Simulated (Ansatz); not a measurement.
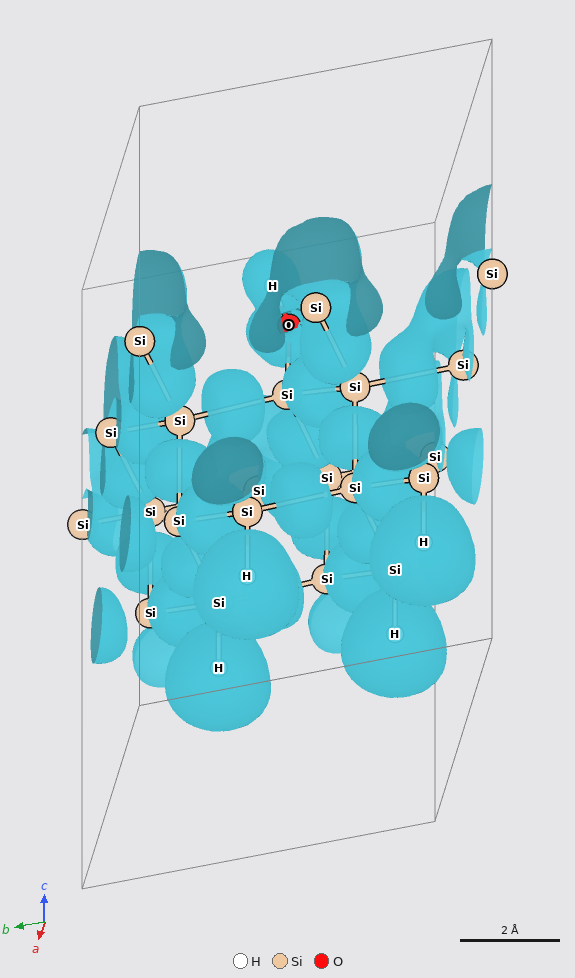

*Si16H5O (slab). Isosurface of the electron localisation function at 0.75 (cyan), seen at an oblique angle. Core shells and regions of very low density are left out. Sticks mark near contacts.*

PAW files of the earlier set (soft_1); spin-polarised.

The calculation used DFT PBEsol, scalar-relativistic, plane waves, PAW (Ansatz 0.2.0).

Core electrons are frozen (PAW), and the valence fields are smoothed inside the atomic spheres.

### Identify the bonds, lone pairs and shells in this picture.

The surface consists of 19 regions between bonded Si–Si atoms (shared pairs), four regions around hydrogen nuclei, three regions on Si in which the atom's valence shell and bonds are merged and one joined region spread over several atoms (H, O), in which their bonds and any lone pairs are merged, counted in one cell of 22 atoms. Counts are for one cell; the picture repeats the cell along the surface. Profiles from the grid: O–H (0.97 Å): the ELF climbs to about 1 towards the hydrogen, as it does in any bond to H: a covalent bond by its length. Si–H (1.50 Å): the ELF climbs to about 1 towards the hydrogen; an ordinary covalent bond to hydrogen.
